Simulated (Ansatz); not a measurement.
This input was run:

```yaml
crystal:
  lattice:
    - [0.0, 2.731, 2.731]
    - [2.731, 0.0, 2.731]
    - [2.731, 2.731, 0.0]
  atoms:
    - { symbol: Ca, position: [0.0, 0.0, 0.0] }
    - { symbol: F, position: [0.75, 0.75, 0.75] }
    - { symbol: F, position: [0.25, 0.25, 0.25] }
hamiltonian:
  xc: lda
  pseudopotentials: { kind: paw }
kpoints:
  mp_grid: { grid: [8, 8, 8] }
  band_path:
    path:
      - [[0.0, 0.0, 0.0], [0.5, 0.0, 0.5], [0.5, 0.25, 0.75], [0.375, 0.375, 0.75], [0.0, 0.0, 0.0], [0.5, 0.5, 0.5], [0.625, 0.25, 0.625], [0.5, 0.25, 0.75], [0.5, 0.5, 0.5], [0.375, 0.375, 0.75]]
      - [[0.625, 0.25, 0.625], [0.5, 0.0, 0.5]]
    npoints: 14
scf:
  occupations: { method: fermi_dirac, width: 0.05 }
  n_extra_bands: 7
output:
  forces: true
  stress: true
  eigenvalues: true
  fatbands: true
```

System: fluorite-type CaF2, space group Fm-3m (No. 225), 3 atoms in the primitive cell.

Level of theory: LDA, Ansatz PAW, no spin polarisation, no spin-orbit coupling, 8×8×8 k mesh, 420 eV cutoff, Fermi-Dirac smearing of 0.05 eV; code Ansatz 0.2.0.

What does the calculation give for the electronic structure? The path is Γ–X–W–K–Γ–L–U–W–L–K|U–X.

The bands leave a gap. The gap along this path is 6.92 eV and indirect, from the valence-band top at X to the conduction-band bottom at Γ; the smallest direct gap is 7.18 eV, at Γ. At W the top valence band lies only 0.09 eV lower. The top valence level at X is a single band, not degenerate (spin aside). The top valence band spans 0.9 eV and the lowest conduction band 2.3 eV. The direct gaps are 8.25 eV at K, 10.12 eV at L and 7.18 eV at Γ.

The PAW data sets were made with another functional. LDA, GGA and most meta-GGA functionals understate gaps. The cell is at −6 GPa in this functional.

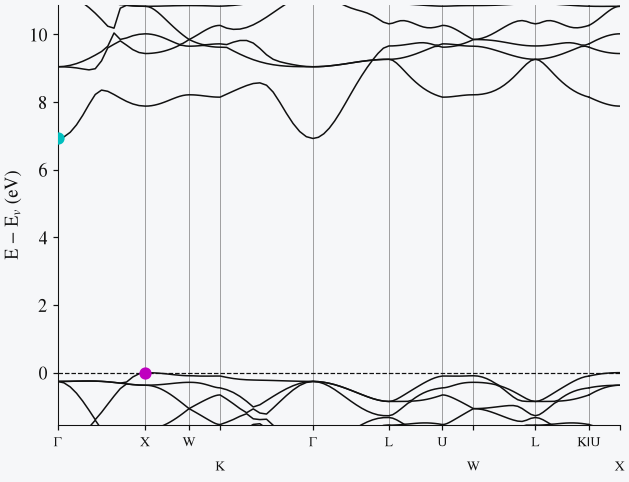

Band structure. Energies are counted from the top of the valence band.
